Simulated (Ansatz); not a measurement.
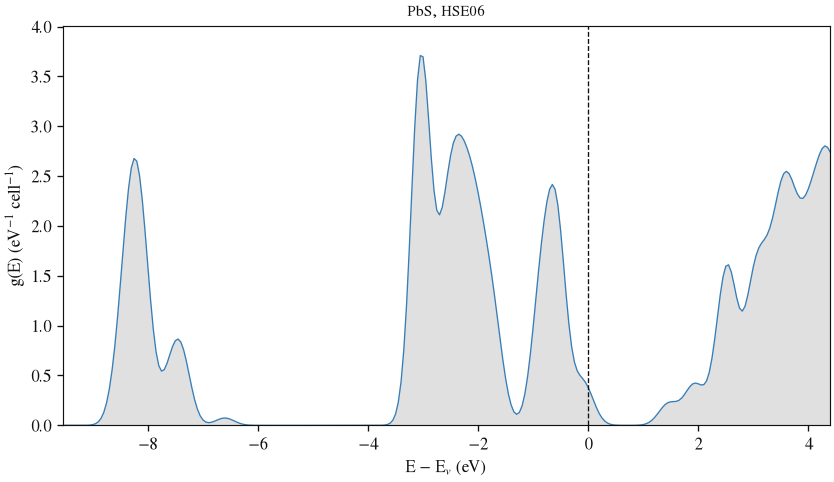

Density of states. Energies are counted from the top of the valence band. The curve is built from the levels of the k mesh with Gaussians 0.4 eV wide, which also blur the band edges.

The material is PbS, space group I-4m2 (No. 119), 2 atoms in the cell, zincblende type, biaxial (xy) strain +5.2%.

Computed with Ansatz: DFT, HSE06, plane waves, PAW, no spin polarisation, 4×4×4 k mesh, 420 eV cutoff.

Is there a gap at the Fermi level, and how wide?

Answer. There is a gap; over the k points computed it is 1.39 eV (indirect; the smallest direct gap is 1.93 eV).

Where is the tallest peak of the filled states in the window?

Answer. Within the window shown, the tallest peak of the filled states lies 3.0 eV under the valence-band top, at about 3.7 states per eV and cell.

Spin-orbit coupling is left out, which matters for Pb.
